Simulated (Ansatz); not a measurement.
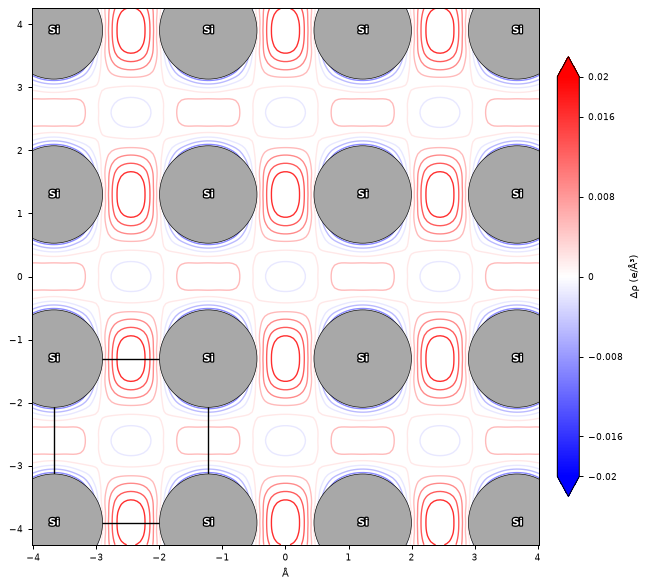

Si. Difference of the valence pseudo-densities of two functionals at the same geometry, on the (11̄0) plane of the calculation cell: one of LDA and r2SCAN less the other.

Space group P6/mmm; a structure from a database of computed crystals, not necessarily the ambient phase.

Both computed with Ansatz (plane waves, PAW), on the same k-point mesh. Grey discs cover the atomic cores.

```
Si
1.0
     2.60295    0.00000    0.00000
    -1.30148    2.25422    0.00000
     0.00000    0.00000    2.44980
Si
1
Direct
  0.00000 0.00000 0.00000
```

### Which was subtracted from which, and what does the map show?

It is r2SCAN less LDA. Against LDA, r2SCAN gives a change of +0.020 e/Å³ at the midpoint of Si–Si.
